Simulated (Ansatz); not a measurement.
Take the following structure.

```
H
1.0
     2.51875    0.00000    0.00000
     0.00000    2.51875    0.00000
     0.00000    0.00000    0.93206
H
1
Cartesian
  0.0000 0.0000 0.0000
```

Q: Say what kind of structure these coordinates give.

A: The element is hydrogen. Space group P4/mmm (No. 123), lattice primitive tetragonal. The cell holds one atom.

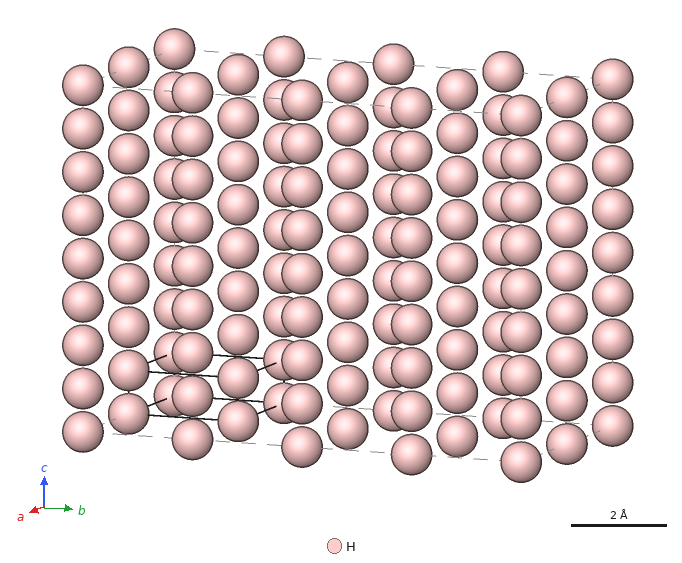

The crystal in a spheres-only representation, seen slightly off an axis. The structure is repeated 2×4×8 times; solid lines mark one conventional unit cell. Colours: hydrogen pink.

The structure comes from a structure listed in the Materials Project. Earlier steps of the study may have refined or changed the cell and positions. It was set up as input for a calculation with Ansatz.
